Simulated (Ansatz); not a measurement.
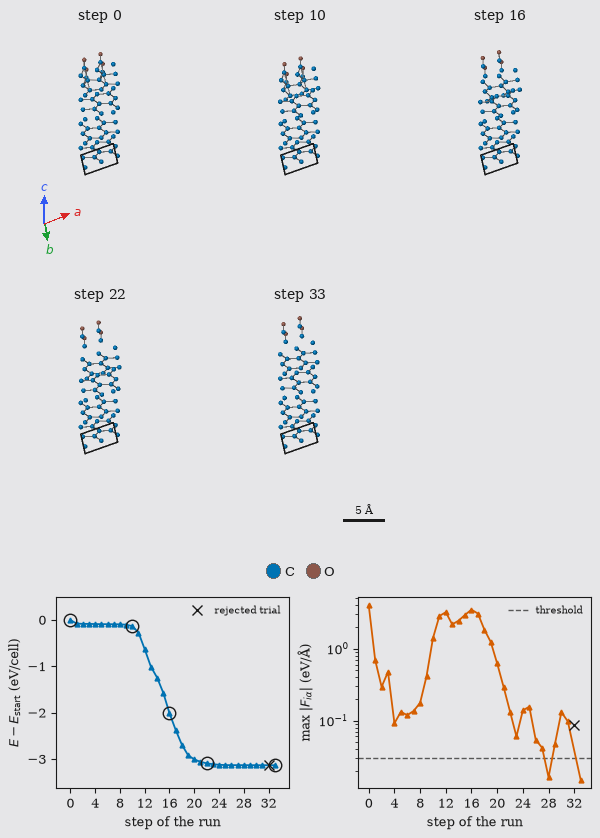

Frames of a constrained relaxation of a slab of composition C$_{9}$O (cut from the P6_3/mmc phase), marked on the history of the run. A ball-and-stick model of the 2 × 2 repeat of the cell, outlined in the plane, without the vacuum, seen from a free direction.

Case: CO put at a bridge C-C site. The slab is the (0 0 1) face of C with CO on it. 4 atoms are held fixed.

The calculation used Ansatz, DFT PBE+D3(BJ), scalar-relativistic, plane waves, PAW.

Input
```yaml
crystal:
  lattice:
    - [2.4649796696, 0.0, 0.0]
    - [-1.2324898348, 2.1347350137, 0.0]
    - [0.0, 0.0, 30.2576501055]
  atoms:
    - { symbol: C, position: [0.0, 0.0, 0.2809206996] }
    - { symbol: C, position: [0.6666666667, 0.3333333333, 0.2809206918] }
    - { symbol: C, position: [0.0, 0.0, 0.3922716013] }
    - { symbol: C, position: [0.3333333333, 0.6666666667, 0.3922715935] }
    - { symbol: C, position: [0.0, 0.0, 0.503622503] }
    - { symbol: C, position: [0.6666666667, 0.3333333333, 0.5036224952] }
    - { symbol: C, position: [0.0, 0.0, 0.6149734048] }
    - { symbol: C, position: [0.3333333333, 0.6666666667, 0.614973397] }
    - { symbol: C, position: [0.1666666667, 0.3333333333, 0.6612426952] }
    - { symbol: O, position: [0.1666666667, 0.3333333333, 0.6992496123] }
basis:
  ecutwfc: 420
kpoints:
  mp_grid: { grid: [12, 12, 1] }
hamiltonian:
  xc: pbe
  dispersion: d3bj
scf:
  occupations: { method: gaussian, width: 0.1 }
output:
  forces: true
  eigenvalues: true
  write_density: true
  write_potential: true
  elf: true
  volumetric_format: npy
relax:
  adjacent_minimum: "off"
  f_tol: 0.03
  max_steps: 70
  constraints: [{ sites: [0, 1, 2, 3] }]
efield:
  axis: 3
  dipole_correction: true
  ramp_width: 0.04
```

Run as
```bash
ansatz run input.yaml --threads 2 --pin off --max-ram 5120MiB --backend cpu --events-out ev --progress --plain --runs-dir out
```

Q: Describe the path.

A: The largest moves, 2.02 Å, are those of C9 and O10. C9 goes along the normal (+c). By element the largest moves are C 2.02 Å, O 2.00 Å. The cell doesn't change. Some distances before and after: C8–C9 1.570 → 3.479 Å, C7–C9 1.570 → 3.461 Å, C9–O10 1.150 → 1.134 Å. Bonds break, among them: C7–C9 (1.57 → 3.46 Å), C8–C9 (1.57 → 3.48 Å). After 32 accepted moves (33 points after the start) the energy has fallen by 3.132 eV per cell of the calculation. Largest force component: 4 eV/Å at the start, 0.015 eV/Å at the end. The line search rejected the trial step at point 32 of the run. The forces were under the threshold at step 28, but the run went on from there. From step 0 to 10: C8 moves most (0.75 Å), energy −0.133 eV per cell of the calculation. From step 10 to 16: C and O atoms move most (0.80 Å), energy −1.878 eV per cell of the calculation. From step 16 to 22: C and O atoms move most (1.18 Å), energy −1.080 eV per cell of the calculation. From step 22 to 33: C and O atoms move most (0.75 Å), energy −40.9 meV per cell of the calculation.

Limits of the set-up: the periodic images lie only 2.5 Å apart, so the values are limited by the cell's size.
